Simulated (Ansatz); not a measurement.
Given this structure:

```yaml
crystal:
  lattice:
    - [3.54761, 0.00000, 0.00000]
    - [0.00000, 13.56069, 0.00000]
    - [0.00000, 0.00000, 3.57922]
  atoms:
    - { symbol: Ti, position: [0.50000, 0.60318, 0.75000] }
    - { symbol: Ti, position: [0.00000, 0.89682, 0.25000] }
    - { symbol: Si, position: [0.50000, 0.94085, 0.75000] }
    - { symbol: Si, position: [0.00000, 0.55915, 0.25000] }
    - { symbol: Si, position: [0.00000, 0.75017, 0.75000] }
    - { symbol: Si, position: [0.50000, 0.74983, 0.25000] }
    - { symbol: Ti, position: [0.00000, 0.10318, 0.75000] }
    - { symbol: Ti, position: [0.50000, 0.39682, 0.25000] }
    - { symbol: Si, position: [0.00000, 0.44085, 0.75000] }
    - { symbol: Si, position: [0.50000, 0.05915, 0.25000] }
    - { symbol: Si, position: [0.50000, 0.25017, 0.75000] }
    - { symbol: Si, position: [0.00000, 0.24983, 0.25000] }
```

What does this file describe?

Answer. It has the composition TiSi$_{2}$. The symmetry is that of Cmcm (No. 63), on a base-centred orthorhombic lattice. Content of the cell: 4 Ti, 8 Si (Z = 4). Within bonding distance, the neighbour counts come to Ti 10 and Si 8. Not all metal-metal contacts are counted.

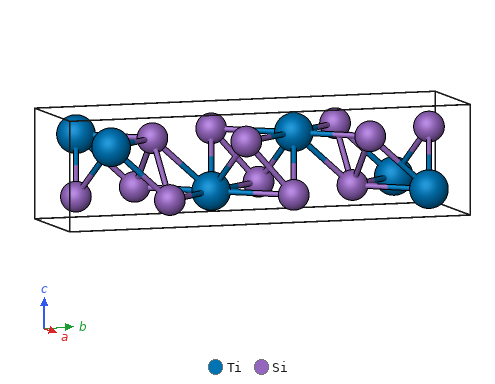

An orthographic ball-and-stick view of the structure, slightly off an axis. The conventional unit cell is drawn as a box. Colours: titanium blue, silicon purple.

It goes back to a structure listed in the Materials Project. Earlier steps of the study may have refined or changed the cell and positions. A calculation with Ansatz used it as input.
